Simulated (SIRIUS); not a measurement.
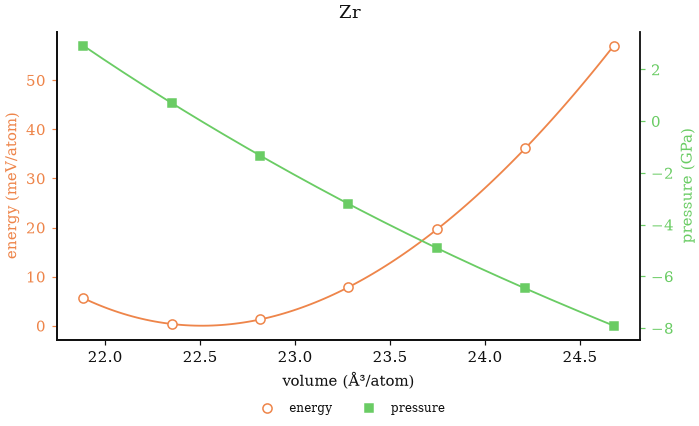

The figure shows the energy and pressure against volume for Zr, space group P6_3/mmc (No. 194).

Cell as given: a = 3.232 Å, b = 3.232 Å, c = 5.147 Å, α = 90.00°, β = 90.00°, γ = 120.00°; 2 atoms.

Method: plane-wave DFT, no spin polarisation; energies at scaled volumes of the given cell, shape and fractions fixed, counted from the fit's minimum, third-order Birch-Murnaghan fit (SIRIUS 7.12.0). Level: PBEsol.

- k mesh: 9×9×5
- occupations: Fermi–Dirac
- smearing width: 0.05 eV
- potentials: dojo sr pbesol 0.4.1 standard
- wave cutoff: 914.8 eV
- density cutoff: 3659 eV

Give the values behind the plot as a table.

```
volume (Å³/atom)  energy (meV/atom)  pressure (GPa)
           21.88               5.62            2.92
           22.35               0.35            0.70
           22.82               1.27           -1.33
           23.28               7.85           -3.20
           23.75              19.62           -4.91
           24.21              36.15           -6.47
           24.68              57.04           -7.91
```

Note: shape and atomic fractions are frozen while scaling, which makes layered, chain and framework solids too stiff.
